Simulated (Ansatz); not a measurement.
Single-point calculation, with input and output: WSe$_{2}$

WSe$_{2}$ (Fd-3m, 6 atoms in the cell), computed with DFT PBE, scalar-relativistic, plane waves, PAW (Ansatz 0.2.0).

The structure was made by swapping elements on the sites of another compound; it need not be a known phase. The run did not end well. It belongs to a series of runs on one base structure; here: cubic Laves (C15) type (Fd-3m, No. 227).

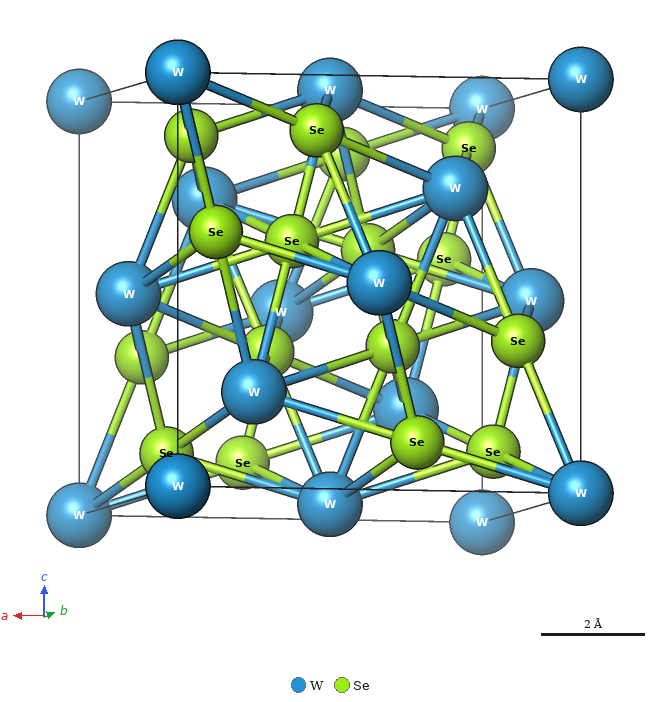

Fig. 1: The structure as given in the input (ball-and-stick view of the cell 4 times as large as that of the calculation, set on its symmetry axes, seen at an oblique angle).

**Input file**
```yaml
crystal:
  lattice:
    - [0.0, 4.0394969017, 4.0394969017]
    - [4.0394969017, 0.0, 4.0394969017]
    - [4.0394969017, 4.0394969017, 0.0]
  atoms:
    - { symbol: W, position: [0.0, 0.0, 0.0] }
    - { symbol: W, position: [0.25, 0.25, 0.25] }
    - { symbol: Se, position: [0.625, 0.625, 0.625] }
    - { symbol: Se, position: [0.125, 0.625, 0.625] }
    - { symbol: Se, position: [0.625, 0.625, 0.125] }
    - { symbol: Se, position: [0.625, 0.125, 0.625] }
basis:
  ecutwfc: 420
kpoints:
  mp_grid: { grid: [4, 4, 4] }
hamiltonian:
  xc: pbe
scf:
  occupations: { method: gaussian, width: 0.1 }
  lower_state_search: "off"
output:
  forces: true
  stress: true
  eigenvalues: true
  populations: true
magnetization:
  spin_polarized: true
```

Run as:
```bash
ansatz run input.yaml --threads 1 --pin off --max-ram 2560MiB --backend cpu --events-out ev --progress --plain --runs-dir out
```

**Output**
```
Engine: ansatz 0.2.0, x86_64-unknown-linux-gnu
Pseudopotentials: kind: paw
Pseudopotential: W, paw, valence charge 14, recommended cutoff 420 eV (normal), W.paw.azcp
Pseudopotential: Se, paw, valence charge 16, recommended cutoff 420 eV (normal), Se.paw.azcp
Functional definition: PBE
  parameter kappa = 0.804
  parameter beta = 0.06672455060314922
  exchange = pbe_x(kappa = kappa, mu = beta*pi^2/3)
  correlation = pbe_c(beta = beta)
Crystal: 6 atoms, lattice volume = 131.829 Å³
Basis set: ecut = 420 eV, 2637 PW (Γ), exchange–correlation on 80×80×80 points (8 copies of the dense FFT grid, shifted against one another)
Bands: 56, of which v1, the nominal top of the filled ones, is band 46 counted from 1 (45 counted from 0)
Symmetry: 48 space group operations
Space group: Fd-3m (ITA 227), of the structure as read, at distance tolerance 5.1e-5 Å
k-points: 8 of 64
Non-local potential: W, projectors of the file, l = 0: 3, l = 1: 2, l = 2: 2, l = 3: 1
Non-local potential: Se, projectors of the file, l = 0: 2, l = 1: 2, l = 2: 3, l = 3: 1
PAW form: soft (Blöchl's): semilocal exchange-correlation on the pseudo side does not see the compensation charge
PAW one-centre angular grid: W, 590 points (default); XC on 64 Gauss nodes
PAW one-centre angular grid: Se, 590 points (default); XC on 64 Gauss nodes
Initial density: superposition of atomic densities (chi_scale 0.1, normalization cell, long waves kept (reshape's long-wave potential 0.00 eV rms))
Initial wavefunctions: pseudopotential atomic-orbital guess
Functional: x = pbe(κ = 0.804, μ = 0.2195149727645171), c = pbe(β = 0.06672455060314922)
SCF iter   1: F=—  HF=-42635.093806 eV  |F-HF|=—  |Δ(HF+E_count)|=         —  Δρ=1.81e-2 (↑1.81e-2 ↓1.81e-2)  dr2=5.89e0  dr2_m=0.00e0  M=0.000 μB ∫|m|=0.000 μB  β_m=0.30  ethr=3.10e-3  ⟨swp⟩=6.9  Hψ=1546  notcnv=0
preconditioner: auto → Kerker (q_TF=auto, 2.570 Å⁻¹)  [metal: Δε(μ)=0.024 eV  Ē_g=6.309 eV  σ=0.100 eV  W_gap=0.13  n_scr=26 (ndim 8)  ℏωp=19.4 eV  f_vac=0.000  D(μ)=11.44/eV (n_scr^D=136)]
spin=Collinear: Kerker preconditioning applied to the charge; magnetization (m = ρ↑ − ρ↓) channel mixes plain (no charge-response kernel on spin).
SCF iter   2: F=—  HF=-42634.621428 eV  |F-HF|=—  |Δ(HF+E_count)|=   4.72e-1  Δρ=9.15e-3 (↑9.15e-3 ↓9.15e-3)  dr2=1.03e0  dr2_m=0.00e0  M=0.000 μB ∫|m|=0.000 μB  β_m=0.38  ethr=3.10e-3  ⟨swp⟩=1.2  Hψ=523  notcnv=0  defer=9
SCF iter   3: F=—  HF=-42625.378377 eV  |F-HF|=—  |Δ(HF+E_count)|=    9.24e0  Δρ=7.96e-2 (↑7.96e-2 ↓6.98e-2)  dr2=5.15e-1  dr2_m=6.71e0  M=12.211 μB ∫|m|=12.342 μB  ethr=1.12e-3  ⟨swp⟩=2.0  Hψ=453  notcnv=0  defer=23
Mixer restart at iter 3: flushing history
SCF iter   4: F=—  HF=-42633.111755 eV  |F-HF|=—  |Δ(HF+E_count)|=         —  Δρ=2.65e-2 (↑2.50e-2 ↓2.65e-2)  dr2=6.01e-1  dr2_m=7.50e-1  M=7.284 μB ∫|m|=7.325 μB  β_m=0.38  ethr=5.59e-4  ⟨swp⟩=3.6  Hψ=2099  notcnv=0  defer=39
SCF iter   5: F=—  HF=-42633.517683 eV  |F-HF|=—  |Δ(HF+E_count)|=   4.06e-1  Δρ=1.80e-2 (↑1.73e-2 ↓1.80e-2)  dr2=5.50e-2  dr2_m=3.69e-1  M=6.979 μB ∫|m|=7.013 μB  β_m=0.69  ethr=5.59e-4  ⟨swp⟩=2.0  Hψ=1135  notcnv=0  defer=49
SCF iter   6: F=—  HF=-42633.976097 eV  |F-HF|=—  |Δ(HF+E_count)|=   4.58e-1  Δρ=9.62e-3 (↑9.17e-3 ↓9.62e-3)  dr2=9.32e-2  dr2_m=9.94e-2  M=5.496 μB ∫|m|=5.690 μB  β_m=0.84  ethr=5.98e-5  ⟨swp⟩=2.1  Hψ=1672  notcnv=0  defer=49
SCF iter   7: F=—  HF=-42634.201727 eV  |F-HF|=—  |Δ(HF+E_count)|=   2.26e-1  Δρ=7.87e-3 (↑7.87e-3 ↓6.85e-3)  dr2=2.52e-2  dr2_m=6.06e-2  M=4.032 μB ∫|m|=4.607 μB  β_m=0.92  ethr=5.98e-5  ⟨swp⟩=2.5  Hψ=1660  notcnv=0  defer=49
SCF iter   8: F=—  HF=-42634.305147 eV  |F-HF|=—  |Δ(HF+E_count)|=   1.03e-1  Δρ=4.71e-3 (↑4.11e-3 ↓4.71e-3)  dr2=2.51e-2  dr2_m=2.14e-2  M=3.288 μB ∫|m|=3.914 μB  β_m=0.75  ethr=2.74e-5  ⟨swp⟩=2.0  Hψ=1707  notcnv=0  defer=44
SCF iter   9: F=—  HF=-42634.376156 eV  |F-HF|=—  |Δ(HF+E_count)|=   7.10e-2  Δρ=4.37e-3 (↑4.37e-3 ↓1.89e-3)  dr2=1.18e-1  dr2_m=5.53e-3  M=2.121 μB ∫|m|=2.699 μB  β_m=0.69  ethr=2.73e-5  ⟨swp⟩=2.0  Hψ=1780  notcnv=0  defer=36  recentre
SCF iter  10: F=—  HF=-42634.357194 eV  |F-HF|=—  |Δ(HF+E_count)|=   1.90e-2  Δρ=2.51e-3 (↑2.51e-3 ↓1.94e-3)  dr2=3.65e-3  dr2_m=5.48e-3  M=2.615 μB ∫|m|=3.160 μB  β_m=0.95  ethr=2.73e-5  ⟨swp⟩=2.1  Hψ=1152  notcnv=0  defer=32
SCF iter  11: F=—  HF=-42634.372779 eV  |F-HF|=—  |Δ(HF+E_count)|=   1.56e-2  Δρ=9.20e-4 (↑9.20e-4 ↓7.26e-4)  dr2=1.31e-3  dr2_m=7.22e-4  M=2.059 μB ∫|m|=2.571 μB  β_m=0.97  ethr=3.96e-6  ⟨swp⟩=2.4  Hψ=1637  notcnv=0  defer=36
SCF iter  12: F=—  HF=-42634.374218 eV  |F-HF|=—  |Δ(HF+E_count)|=   1.44e-3  Δρ=6.75e-4 (↑6.75e-4 ↓5.46e-4)  dr2=1.24e-3  dr2_m=3.74e-4  M=1.952 μB ∫|m|=2.432 μB  β_m=0.99  ethr=1.42e-6  ⟨swp⟩=2.0  Hψ=1171  notcnv=0  defer=36
SCF iter  13: F=—  HF=-42634.375601 eV  |F-HF|=—  |Δ(HF+E_count)|=   1.38e-3  Δρ=4.07e-4 (↑4.07e-4 ↓3.10e-4)  dr2=3.49e-4  dr2_m=1.37e-4  M=1.775 μB ∫|m|=2.208 μB  β_m=0.99  ethr=1.35e-6  ⟨swp⟩=2.0  Hψ=1600  notcnv=0  defer=36
SCF iter  14: F=—  HF=-42634.377485 eV  |F-HF|=—  |Δ(HF+E_count)|=   1.88e-3  Δρ=5.64e-4 (↑2.55e-4 ↓5.64e-4)  dr2=4.91e-4  dr2_m=1.96e-4  M=1.514 μB ∫|m|=1.895 μB  β_m=1.00  ethr=3.80e-7  ⟨swp⟩=2.5  Hψ=1677  notcnv=0  defer=36
SCF iter  15: F=—  HF=-42634.377826 eV  |F-HF|=—  |Δ(HF+E_count)|=   3.41e-4  Δρ=6.02e-4 (↑3.09e-4 ↓6.02e-4)  dr2=4.53e-4  dr2_m=2.44e-4  M=1.477 μB ∫|m|=1.850 μB  β_m=0.28  ethr=3.80e-7  ⟨swp⟩=1.8  Hψ=997  notcnv=0  defer=32
SCF iter  16: F=—  HF=-42634.379338 eV  |F-HF|=—  |Δ(HF+E_count)|=   1.51e-3  Δρ=8.40e-4 (↑3.57e-4 ↓8.40e-4)  dr2=1.10e-3  dr2_m=4.11e-4  M=1.344 μB ∫|m|=1.674 μB  β_m=0.15  ethr=3.80e-7  ⟨swp⟩=2.0  Hψ=1603  notcnv=0  defer=32
SCF iter  17: F=—  HF=-42634.381139 eV  |F-HF|=—  |Δ(HF+E_count)|=   1.80e-3  Δρ=1.17e-3 (↑4.21e-4 ↓1.17e-3)  dr2=3.04e-3  dr2_m=6.85e-4  M=1.199 μB ∫|m|=1.500 μB  β_m=0.39  ethr=3.80e-7  ⟨swp⟩=2.0  Hψ=1624  notcnv=0  defer=34  recentre
SCF iter  18: F=—  HF=-42634.378526 eV  |F-HF|=—  |Δ(HF+E_count)|=   2.61e-3  Δρ=8.19e-4 (↑2.30e-4 ↓8.19e-4)  dr2=2.10e-3  dr2_m=2.82e-4  M=1.420 μB ∫|m|=1.772 μB  β_m=0.69  ethr=3.80e-7  ⟨swp⟩=2.2  Hψ=1622  notcnv=0  defer=35
SCF iter  19: F=—  HF=-42634.379060 eV  |F-HF|=—  |Δ(HF+E_count)|=   5.33e-4  Δρ=8.15e-4 (↑3.11e-4 ↓8.15e-4)  dr2=1.66e-3  dr2_m=3.47e-4  M=1.376 μB ∫|m|=1.712 μB  β_m=0.85  ethr=3.80e-7  ⟨swp⟩=2.0  Hψ=1060  notcnv=0  defer=35
SCF iter  20: F=—  HF=-42634.378030 eV  |F-HF|=—  |Δ(HF+E_count)|=   1.03e-3  Δρ=7.39e-4 (↑1.73e-4 ↓7.39e-4)  dr2=1.57e-3  dr2_m=2.34e-4  M=1.459 μB ∫|m|=1.832 μB  β_m=0.18  ethr=3.80e-7  ⟨swp⟩=2.0  Hψ=1463  notcnv=0  defer=35
SCF iter  21: F=—  HF=-42634.377290 eV  |F-HF|=—  |Δ(HF+E_count)|=   7.39e-4  Δρ=5.82e-4 (↑1.91e-4 ↓5.82e-4)  dr2=5.74e-4  dr2_m=1.59e-4  M=1.535 μB ∫|m|=1.923 μB  β_m=0.43  ethr=3.80e-7  ⟨swp⟩=2.5  Hψ=1605  notcnv=0  defer=35
SCF iter  22: F=—  HF=-42634.375920 eV  |F-HF|=—  |Δ(HF+E_count)|=   1.37e-3  Δρ=3.70e-4 (↑1.62e-4 ↓3.70e-4)  dr2=1.95e-4  dr2_m=8.31e-5  M=1.726 μB ∫|m|=2.156 μB  β_m=0.82  ethr=3.80e-7  ⟨swp⟩=2.3  Hψ=1622  notcnv=0  defer=35
SCF iter  23: F=—  HF=-42634.374528 eV  |F-HF|=—  |Δ(HF+E_count)|=   1.39e-3  Δρ=4.95e-4 (↑1.48e-4 ↓4.95e-4)  dr2=5.63e-4  dr2_m=1.21e-4  M=1.943 μB ∫|m|=2.410 μB  β_m=0.48  ethr=2.12e-7  ⟨swp⟩=2.6  Hψ=1696  notcnv=0  defer=37  recentre
SCF iter  24: F=—  HF=-42634.377402 eV  |F-HF|=—  |Δ(HF+E_count)|=   2.87e-3  Δρ=6.26e-4 (↑1.47e-4 ↓6.26e-4)  dr2=1.10e-3  dr2_m=1.68e-4  M=1.521 μB ∫|m|=1.913 μB  β_m=0.85  ethr=2.12e-7  ⟨swp⟩=3.0  Hψ=1815  notcnv=0  defer=37
SCF iter  25: F=—  HF=-42634.376557 eV  |F-HF|=—  |Δ(HF+E_count)|=   8.45e-4  Δρ=5.08e-4 (↑1.09e-4 ↓5.08e-4)  dr2=7.86e-4  dr2_m=1.07e-4  M=1.633 μB ∫|m|=2.046 μB  β_m=0.92  ethr=2.12e-7  ⟨swp⟩=2.0  Hψ=1646  notcnv=0  defer=37
SCF iter  26: F=—  HF=-42634.376218 eV  |F-HF|=—  |Δ(HF+E_count)|=   3.39e-4  Δρ=4.83e-4 (↑9.48e-5 ↓4.83e-4)  dr2=6.88e-4  dr2_m=9.53e-5  M=1.684 μB ∫|m|=2.106 μB  β_m=0.73  ethr=2.12e-7  ⟨swp⟩=2.0  Hψ=1154  notcnv=0  defer=37
SCF iter  27: F=—  HF=-42634.375982 eV  |F-HF|=—  |Δ(HF+E_count)|=   2.36e-4  Δρ=4.60e-4 (↑9.26e-5 ↓4.60e-4)  dr2=6.19e-4  dr2_m=8.70e-5  M=1.721 μB ∫|m|=2.150 μB  β_m=0.01  ethr=2.12e-7  ⟨swp⟩=1.9  Hψ=1042  notcnv=0  defer=39
SCF iter  28: F=—  HF=-42634.376136 eV  |F-HF|=—  |Δ(HF+E_count)|=   1.54e-4  Δρ=4.63e-4 (↑1.17e-4 ↓4.63e-4)  dr2=6.07e-4  dr2_m=9.40e-5  M=1.698 μB ∫|m|=2.120 μB  β_m=0.02  ethr=2.12e-7  ⟨swp⟩=1.9  Hψ=972  notcnv=0  defer=39
SCF iter  29: F=—  HF=-42634.376682 eV  |F-HF|=—  |Δ(HF+E_count)|=   5.46e-4  Δρ=5.28e-4 (↑1.69e-4 ↓5.28e-4)  dr2=6.97e-4  dr2_m=1.34e-4  M=1.618 μB ∫|m|=2.019 μB  β_m=0.18  ethr=2.12e-7  ⟨swp⟩=2.1  Hψ=1598  notcnv=0  defer=39
SCF iter  30: F=—  HF=-42634.375526 eV  |F-HF|=—  |Δ(HF+E_count)|=   1.16e-3  Δρ=4.33e-4 (↑9.61e-5 ↓4.33e-4)  dr2=4.82e-4  dr2_m=8.16e-5  M=1.799 μB ∫|m|=2.239 μB  β_m=0.14  ethr=2.12e-7  ⟨swp⟩=2.5  Hψ=1657  notcnv=0  defer=39
SCF iter  31: F=—  HF=-42634.373961 eV  |F-HF|=—  |Δ(HF+E_count)|=   1.57e-3  Δρ=6.39e-4 (↑1.67e-4 ↓6.39e-4)  dr2=1.03e-3  dr2_m=1.89e-4  M=2.011 μB ∫|m|=2.486 μB  β_m=0.09  ethr=2.12e-7  ⟨swp⟩=2.5  Hψ=1685  notcnv=0  defer=39
SCF iter  32: F=—  HF=-42634.374323 eV  |F-HF|=—  |Δ(HF+E_count)|=   3.63e-4  Δρ=6.04e-4 (↑1.65e-4 ↓6.04e-4)  dr2=8.09e-4  dr2_m=1.67e-4  M=1.973 μB ∫|m|=2.437 μB  β_m=0.04  ethr=2.12e-7  ⟨swp⟩=2.0  Hψ=1202  notcnv=0  defer=39
SCF iter  33: F=—  HF=-42634.375202 eV  |F-HF|=—  |Δ(HF+E_count)|=   8.79e-4  Δρ=4.15e-4 (↑1.41e-4 ↓4.15e-4)  dr2=3.27e-4  dr2_m=9.05e-5  M=1.848 μB ∫|m|=2.296 μB  β_m=0.04  ethr=2.12e-7  ⟨swp⟩=2.1  Hψ=1602  notcnv=0  defer=39
SCF iter  34: F=—  HF=-42634.376330 eV  |F-HF|=—  |Δ(HF+E_count)|=   1.13e-3  Δρ=4.30e-4 (↑1.53e-4 ↓4.30e-4)  dr2=3.61e-4  dr2_m=9.79e-5  M=1.666 μB ∫|m|=2.081 μB  ethr=2.12e-7  ⟨swp⟩=5.6  Hψ=3885  notcnv=0
Mixer restart at iter 34: flushing history
iteration 34: the SCF's residuals had fallen too slowly under its mixing. It goes on by minimising its free energy, and can end on another state than longer mixing would; under `scf.algorithm: density_mixing` no SCF does so, but by `scf.convergence.dm_fallback`
SCF iter  35: F=—  HF=-42634.388417 eV  |F-HF|=—  |Δ(HF+E_count)|=   1.21e-2  Δρ=6.45e-4 (↑5.62e-4 ↓6.45e-4)  dr2=4.47e-4  dr2_m=3.72e-4  M=0.800 μB ∫|m|=0.987 μB  ethr=2.12e-7  ⟨swp⟩=5.2  Hψ=6212  notcnv=0
SCF iter  36: F=—  HF=-42634.392037 eV  |F-HF|=—  |Δ(HF+E_count)|=   3.62e-3  Δρ=2.06e-4 (↑2.06e-4 ↓1.28e-4)  dr2=1.19e-4  dr2_m=1.01e-5  M=0.458 μB ∫|m|=0.500 μB  ethr=2.12e-7  ⟨swp⟩=4.9  Hψ=3587  notcnv=0
SCF iter  37: F=—  HF=-42634.392019 eV  |F-HF|=—  |Δ(HF+E_count)|=   1.83e-5  Δρ=2.29e-5 (↑1.70e-5 ↓2.29e-5)  dr2=3.30e-7  dr2_m=4.23e-7  M=0.442 μB ∫|m|=0.492 μB  ethr=1.30e-7  ⟨swp⟩=3.0  Hψ=2505  notcnv=0
SCF iter  38: F=—  HF=-42634.392023 eV  |F-HF|=—  |Δ(HF+E_count)|=   4.39e-6  Δρ=7.36e-6 (↑7.36e-6 ↓6.83e-6)  dr2=5.59e-9  dr2_m=5.90e-8  M=0.428 μB ∫|m|=0.476 μB  ethr=1.09e-10  ⟨swp⟩=4.6  Hψ=3570  notcnv=0
SCF iter  39: F=—  HF=-42634.392024 eV  |F-HF|=—  |Δ(HF+E_count)|=   7.20e-7  Δρ=1.61e-6 (↑1.61e-6 ↓1.24e-6)  dr2=6.19e-9  dr2_m=1.21e-9  M=0.421 μB ∫|m|=0.468 μB  ethr=6.07e-12  ⟨swp⟩=2.1  Hψ=3154  notcnv=0
SCF iter  40: F=-42634.392024 eV  HF=-42634.392024 eV  |F-HF|=2.55e-9  |Δ(HF+E_count)|=   1.58e-8  Δρ=5.05e-7 (↑3.75e-7 ↓5.05e-7)  dr2=2.91e-9  dr2_m=4.20e-11  M=0.420 μB ∫|m|=0.467 μB  ethr=6.07e-12  ⟨swp⟩=1.0  Hψ=2597  notcnv=0
```

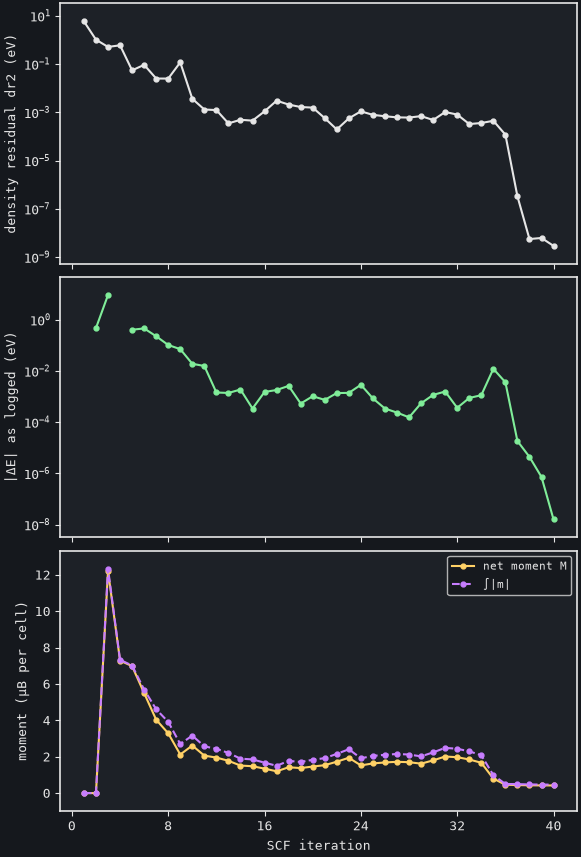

Fig. 2: Convergence of the self-consistent field: density residual dr2, size of the energy change and magnetic moment against the SCF iteration. The run ended after 40 iterations. The net moment doesn't settle. Over the last steps it still swings between 0.4 and 0.8 μB per cell.

```
Error: SIGTERM received: cancelled by the caller after 40 completed SCF iterations
```

**What the run reported**

| quantity | value |
| --- | --- |
| outcome | stopped at the time limit |
| space group (tolerance 0.01 Å) | Fd-3m (227) |
| hardware | 1 thread of Intel Xeon (Sapphire Rapids), 192 GiB of memory available, shared host |
| wall time | 92 s |
| peak memory | 0.66 GiB |

**What went wrong**

The run was cut off by its time limit, so the output is incomplete. The program warns: spin is on but no starting moments are given.
